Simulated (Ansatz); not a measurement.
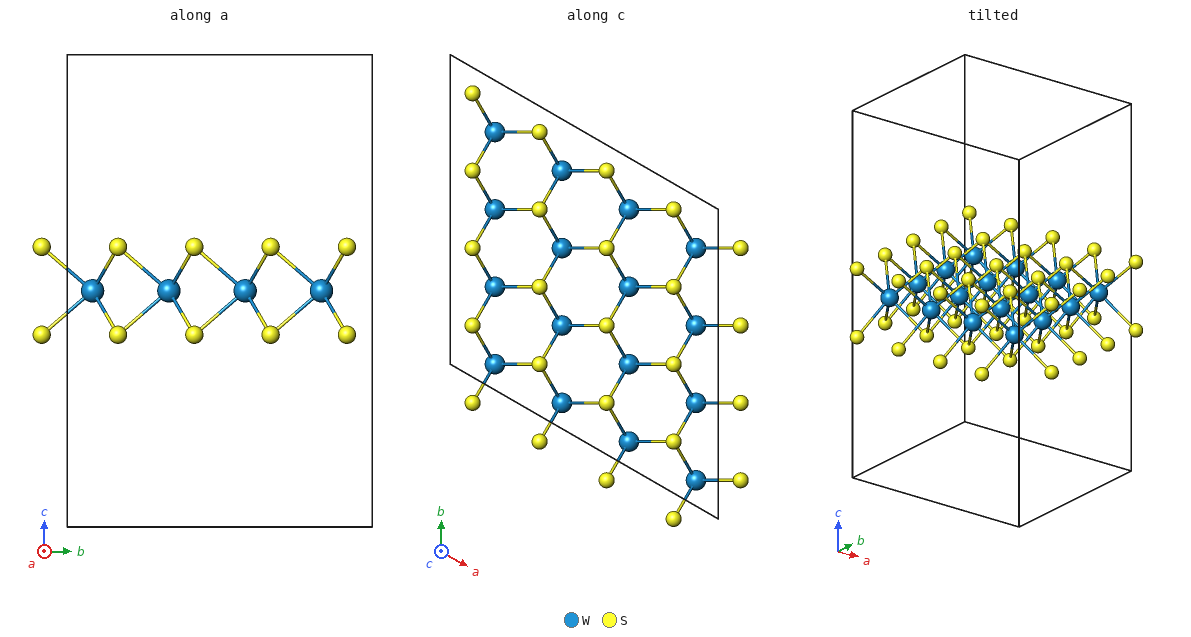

The crystal in a ball-and-stick representation, seen along the a axis, along the c axis and slightly off an axis. One simulation cell is framed, with atoms on its boundary repeated. A few atoms beyond the faces are included.

Describe the crystal.

The solid is WS2. Atoms per cell: 48 (16 W, 32 S). W is linked to six S in a trigonal prismatic arrangement. The coordination shell of S holds three W in a trigonal pyramidal arrangement. Not all metal-metal contacts are counted. The bonds build WS2 layers parallel to (001).

The structure comes from a structure listed in the Materials Project. Earlier steps of the study, as a rule a relaxation of our own, may have changed the cell and positions, so they can lie some per cent off the listed ones. A calculation with Ansatz used it as input.
